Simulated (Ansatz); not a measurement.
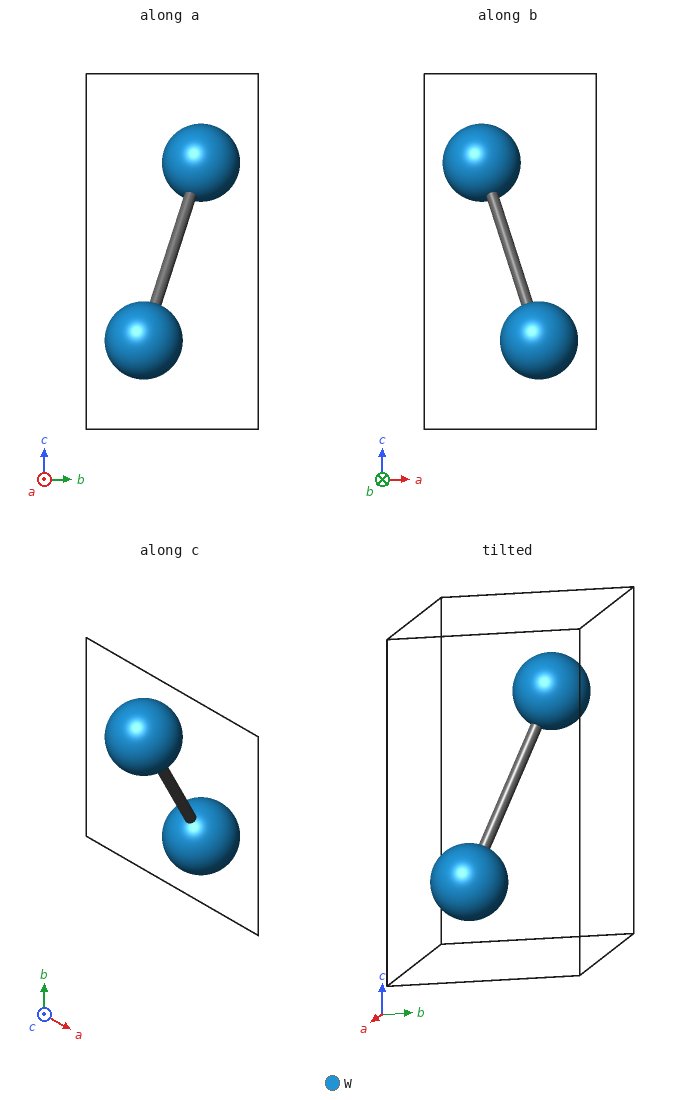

Structure drawing (ball-and-stick), viewed along the a axis, along the b axis, along the c axis and slightly off an axis. The conventional unit cell is outlined; an atom on or near a face, edge or corner is repeated at each equivalent position.

Lattice parameters: a = 2.7697 Å, b = 2.7697 Å, c = 4.9556 Å, α = 90.000°, β = 90.000°, γ = 120.000°.

Record the structure as a CIF with its space group and independent sites.

Answer.
```cif
data_structure
_symmetry_space_group_name_H-M 'P 63/m m c'
_symmetry_Int_Tables_number 194
_cell_length_a 2.7697
_cell_length_b 2.7697
_cell_length_c 4.9556
_cell_angle_alpha 90.000
_cell_angle_beta 90.000
_cell_angle_gamma 120.000
_cell_volume 32.92
loop_
_atom_site_label
_atom_site_type_symbol
_atom_site_symmetry_multiplicity
_atom_site_Wyckoff_symbol
_atom_site_fract_x
_atom_site_fract_y
_atom_site_fract_z
_atom_site_occupancy
W1 W 2 d 0.3333 0.6667 0.7500 1
```

The structure comes from a structure type filled with this element by a generator (whether the element takes this form wasn't checked). Earlier steps of the study may have refined or changed the cell and positions. A calculation with Ansatz used it as input.

At this level of theory the cell isn't at rest (stretched, at -4 GPa), so its distances can differ from those at equilibrium, the more so the softer the solid.
